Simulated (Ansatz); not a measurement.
**Run report: BaTiO3, geometry relaxation (part 2 of 2)**

Continued. System: BaTiO3 (5 atoms in the cell). Method: DFT PBE, scalar-relativistic, plane waves, PAW, no spin polarisation (Ansatz 0.2.0); cutoff 420 eV, 8×8×8 k-mesh, Gaussian smearing of 0.02 eV. The structure derives from an entry of the Crystallography Open Database. It belongs to a series of runs on one base structure; here: volume × 0.97, shape and atoms relaxed.

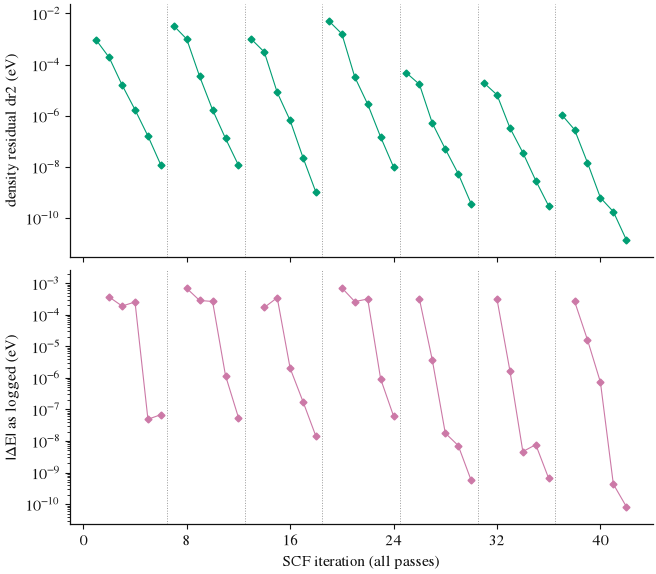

*Convergence of the self-consistent field: density residual dr2 and size of the energy change against the SCF iteration. The dotted lines part the SCF passes of the relaxation: geometry steps, rejected trials and re-solves on a re-selected basis.*

The 7 passes take 6 iterations each, 42 in all.

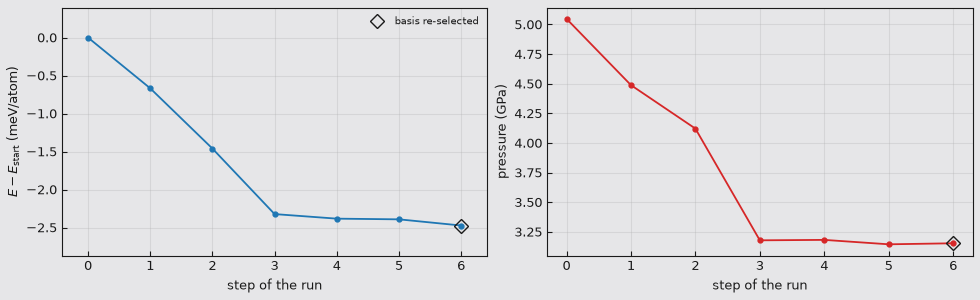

*Progress of the relaxation, step by step (the first geometry is step 0 here and step 1 in the log).*

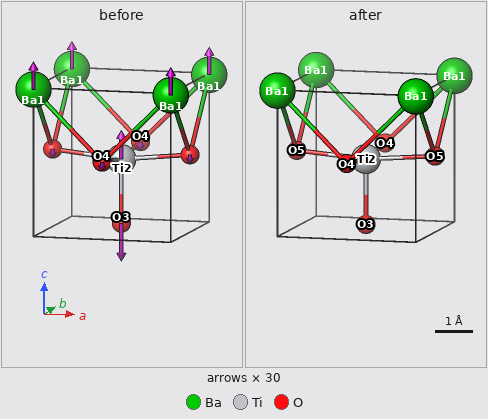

*Before (left) and after (right) the relaxation, at one scale (ball-and-stick view of the cell of the calculation, seen slightly off an axis). The pink arrows give the displacements (without the part carried along by the change of the cell), magnified 30 times.*

After 5 geometry steps the energy has fallen by 2.4 meV per atom. The largest force component goes from 0.41 to 0.0022 eV/Å. Pressure: 5.05 GPa at the start and 3.15 GPa at the end. The largest move relative to the cell is that of O3, 0.036 Å. By element the largest moves are O 0.036 Å, Ti 0.027 Å, Ba 0.026 Å. The drawn cell changes at constant volume: a = b 3.945 → 3.973 Å (+0.7 %), c 4.160 → 4.101 Å (−1.4 %). Among the contacts that change: Ti2–O3 2.366 → 2.269 Å, Ba1–O4 2.962 → 2.922 Å, Ba1–O3 2.798 → 2.813 Å, Ti2–O4 1.983 → 1.993 Å. Among the angles that change: Ba1–O3–Ba1 171.2° → 173.9°, O4–Ti2–O4 168.4° → 170.7°, Ti2–O4–Ti2 168.4° → 170.7°. The space group stays P4mm (No. 99). A last SCF at the same geometry on a re-selected plane-wave basis shifts the energy by −0.1 meV per atom. (Atoms are counted from 1 in the order of the input.)

```
basis re-selected at this cell: Δ(F+E_penalty+E_count) = -4.057e-4 eV, ΔP = +0.009 GPa vs the last step (what re-selecting the basis moved, of the pressure what is left beyond the Pulay correction that the steps carried, after the strain that the cell walked since its last selection, with what the two solves' SCF thresholds leave and, on support functions, any second-order correction that the steps lacked; it is no measure of the basis error at this ecutwfc). This SCF's stress stands 7.81e-2 GPa from its target on what of the cell is left free (relax.cell.stress_tol is 1.00e-1 GPa) and its largest allowed force component is 2.20e-3 eV/Å (relax.f_tol is 1.00e-2 eV/Å): within both
SCF converged after 6 iterations
Free energy (F): -10159.600740 eV
Harris-Foulkes:  -10159.600740 eV  (|F-HF|=1.82e-12)
Internal energy: -10159.600740 eV  (E = F + TS)
E sigma→0 (E₀):  -10159.600740 eV
Fermi energy:    11.245826 eV
--- Per-component energies (eV) ---
  E_band       = -144.768971
  E_kinetic    = 970.767061
  E_local      = -2126.342321  (includes V_loc(G=0)·N_el)
  E_nonlocal   = 203.784943
  E_hartree    = 831.318365
  E_xc         = -491.576459
  E_vxc        = -546.271170  (∫ρ·V_xc dr)
  E_paw        = -6744.802559  (= ΣΔE_a)
  E_vpaw       = -309.351746  (= ΣTr[D̂ρ^β])
  E_aug_tail   = 0.007435  (compensation charges beyond the density's cutoff)
  E_ewald      = -2802.757205
  E_smearing   = -0.000000  (= −TS)
  E_closure    = 0.000000  (closes the sum)
  Σ components = -10159.600740   (vs F -10159.600740, Δ=0.00e0)
--- Forces (eV/Å), atoms counted from 1 ---
  atom   1  Ba    -0.00000000    -0.00000000    -0.00023584
  atom   2  Ti     0.00000000     0.00000000     0.00123344
  atom   3  O     -0.00000000     0.00000000    -0.00220288
  atom   4  O      0.00000000     0.00000000     0.00060370
  atom   5  O     -0.00000000    -0.00000000     0.00060370
  max |Σ_I F_I| component: 2.12e-6 eV/Å
--- Stress (GPa, compression-positive) ---
        3.192162       0.000000       0.000000
        0.000000       3.192162       0.000000
        0.000000       0.000000       3.075050
  P = ⅓ Tr σ = 3.1531 GPa (31.531 kbar)
--- Band table (eV; the first three rows and the last of 75) ---
  k-point 0: bands = ["-46.1718", "-22.4872", "-22.3955", "-22.3955", "-14.5255", "-6.6458", "-6.0363", "-5.9297", "0.2539", "0.3089", "0.3089", "7.8735", "7.9502", "7.9502", "8.7800", "8.7800", "9.0260", "9.6993", "9.8693", "9.8693", "12.1790", "12.6407", "12.6407", "14.4573", "14.6052"]
  k-point 1: bands = ["-46.1717", "-22.4930", "-22.3953", "-22.3953", "-14.5113", "-6.6520", "-6.0354", "-5.9259", "0.3240", "0.3277", "0.3277", "7.6241", "7.9032", "7.9032", "8.6605", "8.6605", "8.9123", "9.4316", "9.8352", "9.8352", "12.1950", "12.8361", "12.8361", "14.4550", "14.9487"]
  k-point 2: bands = ["-46.1715", "-22.5070", "-22.3947", "-22.3947", "-14.4765", "-6.7062", "-5.9866", "-5.9166", "0.3739", "0.3739", "0.4919", "7.0470", "7.7625", "7.7625", "8.4433", "8.4433", "8.6606", "8.9104", "9.7453", "9.7453", "12.2344", "13.2830", "13.2830", "14.4531", "15.6286"]
  k-point 74: bands = ["-46.1693", "-22.5200", "-22.4462", "-22.4462", "-14.2692", "-5.9139", "-5.6987", "-5.6987", "-0.4504", "-0.4504", "-0.3099", "5.8220", "6.4742", "6.5207", "7.7540", "7.8319", "7.8319", "10.0117", "10.0117", "10.3127", "14.4758", "14.4758", "14.5468", "16.6727", "16.9646"]
--- Relaxed structure (6 steps of the walk, 6 accepted, 1 SCFs on fresh bases) ---
  F+E_penalty+E_count = -10159.60073981 eV   max|allowed force component| = 2.203e-3 eV/Å   (the final SCF, on the basis selected at the relaxed cell)
  cell:  # Å, volume = 64.7386 Å³
    - [3.973214807085767, -4.730492921122806e-35, 3.0275154695185958e-33]
    - [-4.730492921122806e-35, 3.973214807085767, 0.0]
    - [3.192336496674186e-33, 0.0, 4.100897451858361]
  atoms:
    - { symbol: Ba, position: [5.748499512092342e-34, -6.032294050157846e-85, -0.004261221641159364] }
    - { symbol: Ti, position: [0.5, 0.5, 0.47874358439825937] }
    - { symbol: O, position: [0.5, 0.5, 0.032067341692239695] }
    - { symbol: O, position: [0.5, -6.681911775230489e-52, 0.5182251478253301] }
    - { symbol: O, position: [1.842937210883108e-34, 0.5, 0.5182251478253301] }
```

Trajectory as extended XYZ (Å, eV, eV/Å), 7 frames, from step=1 to step=7
```
5
Lattice="3.9450 0.0000 0.0000 0.0000 3.9450 0.0000 0.0000 0.0000 4.1598" Properties=species:S:1:pos:R:3:forces:R:3 step=1 energy=-10159.58837 pressure_GPa=5.05
Ba    0.0000    0.0000   -0.0445    0.0000   0.0000   0.0412
Ti    1.9725    1.9725    1.9636    0.0000   0.0000   0.3197
O     1.9725    1.9725    0.1701    0.0000   0.0000  -0.4119
O     1.9725    0.0000    2.1647    0.0000   0.0000   0.0255
O     0.0000    1.9725    2.1647    0.0000   0.0000   0.0255
5
Lattice="3.9519 0.0000 0.0000 0.0000 3.9519 0.0000 0.0000 0.0000 4.1452" Properties=species:S:1:pos:R:3:forces:R:3 step=2 energy=-10159.59171 pressure_GPa=4.49
Ba    0.0000    0.0000   -0.0218    0.0000   0.0000  -0.1056
Ti    1.9760    1.9760    1.9521    0.0000   0.0000   0.4200
O     1.9760    1.9760    0.1517    0.0000   0.0000  -0.2229
O     1.9760    0.0000    2.1571    0.0000   0.0000  -0.0458
O     0.0000    1.9760    2.1571    0.0000   0.0000  -0.0458
5
Lattice="3.9574 0.0000 0.0000 0.0000 3.9574 0.0000 0.0000 0.0000 4.1338" Properties=species:S:1:pos:R:3:forces:R:3 step=3 energy=-10159.59567 pressure_GPa=4.12
Ba    0.0000    0.0000   -0.0272    0.0000   0.0000  -0.0413
Ti    1.9787    1.9787    1.9544    0.0000   0.0000   0.2899
O     1.9787    1.9787    0.1461    0.0000   0.0000  -0.1277
O     1.9787    0.0000    2.1526    0.0000   0.0000  -0.0604
O     0.0000    1.9787    2.1526    0.0000   0.0000  -0.0604
5
Lattice="3.9700 0.0000 0.0000 0.0000 3.9700 0.0000 0.0000 0.0000 4.1076" Properties=species:S:1:pos:R:3:forces:R:3 step=4 energy=-10159.59999 pressure_GPa=3.18
Ba    0.0000    0.0000   -0.0146    0.0000   0.0000  -0.0123
Ti    1.9850    1.9850    1.9684    0.0000   0.0000  -0.0494
O     1.9850    1.9850    0.1339    0.0000   0.0000  -0.0104
O     1.9850    0.0000    2.1252    0.0000   0.0000   0.0361
O     0.0000    1.9850    2.1252    0.0000   0.0000   0.0361
5
Lattice="3.9709 0.0000 0.0000 0.0000 3.9709 0.0000 0.0000 0.0000 4.1058" Properties=species:S:1:pos:R:3:forces:R:3 step=5 energy=-10159.60029 pressure_GPa=3.18
Ba    0.0000    0.0000   -0.0176    0.0000   0.0000  -0.0037
Ti    1.9854    1.9854    1.9650    0.0000   0.0000  -0.0122
O     1.9854    1.9854    0.1323    0.0000   0.0000   0.0111
O     1.9854    0.0000    2.1278    0.0000   0.0000   0.0024
O     0.0000    1.9854    2.1278    0.0000   0.0000   0.0024
5
Lattice="3.9732 0.0000 0.0000 0.0000 3.9732 0.0000 0.0000 0.0000 4.1009" Properties=species:S:1:pos:R:3:forces:R:3 step=6 energy=-10159.60033 pressure_GPa=3.14
Ba    0.0000    0.0000   -0.0175    0.0000   0.0000  -0.0003
Ti    1.9866    1.9866    1.9633    0.0000   0.0000   0.0011
O     1.9866    1.9866    0.1315    0.0000   0.0000  -0.0021
O     1.9866    0.0000    2.1252    0.0000   0.0000   0.0007
O     0.0000    1.9866    2.1252    0.0000   0.0000   0.0007
5
Lattice="3.9732 0.0000 0.0000 0.0000 3.9732 0.0000 0.0000 0.0000 4.1009" Properties=species:S:1:pos:R:3:forces:R:3 step=7 energy=-10159.60074 pressure_GPa=3.15
Ba    0.0000    0.0000   -0.0175    0.0000   0.0000  -0.0002
Ti    1.9866    1.9866    1.9633    0.0000   0.0000   0.0012
O     1.9866    1.9866    0.1315    0.0000   0.0000  -0.0022
O     1.9866    0.0000    2.1252    0.0000   0.0000   0.0006
O     0.0000    1.9866    2.1252    0.0000   0.0000   0.0006
```

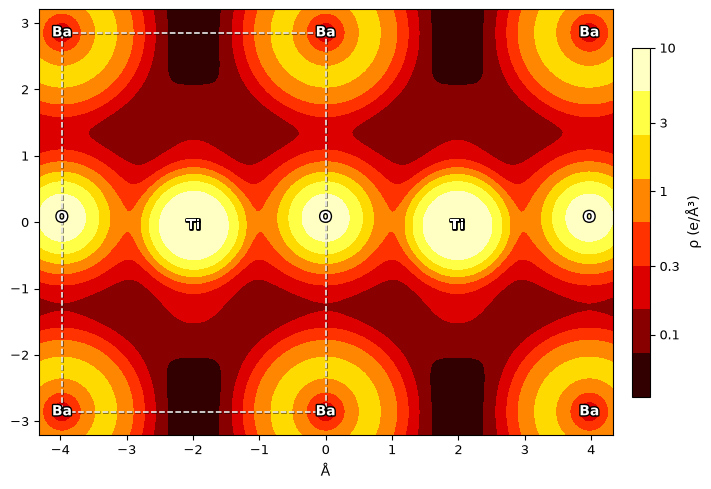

*Valence electron density on the (101̄) plane of the conventional cell.*

The section cuts through Ba, Ti and O sites. Ba–O (2.79 Å): the density is about 0.21 e/Å³ at the midpoint. Ti–O (1.99 Å): ρ at the midpoint is about 0.64 e/Å³. Ba–O (2.92 Å): ρ at the midpoint is about 0.16 e/Å³. Away from the nuclei the density in this plane falls to 0.04 e/Å³ at its lowest. The fields are those of the smooth PAW valence density.

The run was set up as follows.

Input file
```yaml
crystal:
  lattice:
    - [3.9449990467, 0.0, 0.0]
    - [0.0, 3.9449990467, 0.0]
    - [0.0, 0.0, 4.1597688147]
  atoms:
    - { symbol: Ba, position: [0.0, 0.0, -0.0106980079] }
    - { symbol: Ti, position: [0.5, 0.5, 0.4720516212] }
    - { symbol: O, position: [0.5, 0.5, 0.0408797744] }
    - { symbol: O, position: [0.5, 0.0, 0.5203833062] }
    - { symbol: O, position: [0.0, 0.5, 0.5203833062] }
basis:
  ecutwfc: 420
kpoints:
  mp_grid: { grid: [8, 8, 8] }
hamiltonian:
  xc: pbe
scf:
  occupations: { method: gaussian, width: 0.02 }
output:
  forces: true
  stress: true
  eigenvalues: true
  write_density: true
  write_potential: true
  elf: true
  volumetric_format: npy
relax:
  adjacent_minimum: "off"
  f_tol: 0.01
  max_steps: 30
  cell: { stress_tol: 0.1, fix: [volume] }
```

Run as:
```bash
ansatz run input.yaml --threads 1 --pin off --max-ram 2560MiB --backend cpu --events-out ev --progress --plain --runs-dir out
```

Key numbers

- outcome: converged
- space group (tolerance 0.01 Å): P4mm (99)
- electrons treated: 40
- free energy: −10159.6007 eV
- Fermi energy: 11.246 eV
- gap on the k-point mesh: 1.87 eV
- pressure: 3.15 GPa
- final volume: 64.74 Å³
- largest force (length of the vector) at the end: 0.002 eV/Å
- final cell: a = 3.973 Å, b = 3.973 Å, c = 4.101 Å, α = 90.00°, β = 90.00°, γ = 90.00°
- hardware: 1 thread of Intel Xeon @ 2.50GHz (Skylake/Cascade Lake), 64 GiB of memory available, shared host
- wall time: 1.7 min
- peak memory: 0.52 GiB
